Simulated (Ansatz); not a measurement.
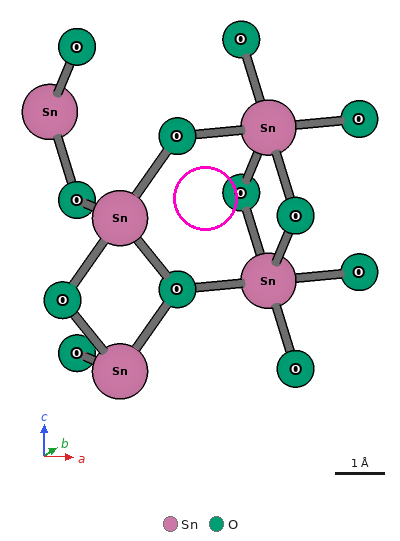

Perfect SnO2. Style: ball-and-stick. Shown: the atoms within 4.6 Å of one point, in a slice 3.4 Å thick across the line of sight, slightly off an axis.

All numbers below come from Ansatz, DFT, PBEsol, PAW, plane waves. Set-up: plane-wave cutoff 420 eV; k-point mesh 1 × 1 × 1; mesh shifted by (0.25, 0.25, 0.25); no spin polarisation. Fermi-Dirac smearing of 0.01 eV. A uniform background neutralises the charged cell. The axes drawn are those of the host's conventional cell.

An extra zinc atom is put between the host's atoms (an interstitial) at the ringed place, in charge state +2. The supercell has 72 sites, and the atoms are relaxed at the host's cell.

**How do the neighbours respond?**

The Zn atom starts with 1 O at 1.50 Å around its place and ends with 6 O at 1.90 to 2.20 Å. Of the host's atoms, a tin atom moves furthest from its site, by 0.29 Å. The Zn atom itself moves 1.70 Å from where it was put.

The relaxed defect, seen from the same direction:

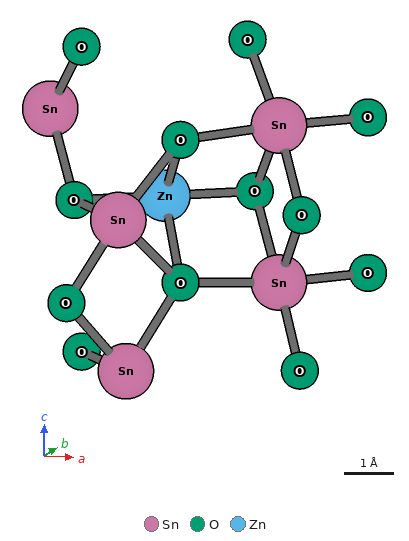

Limits of the set-up: the cell is charged, on a uniform background, and energies carry no finite-size correction.
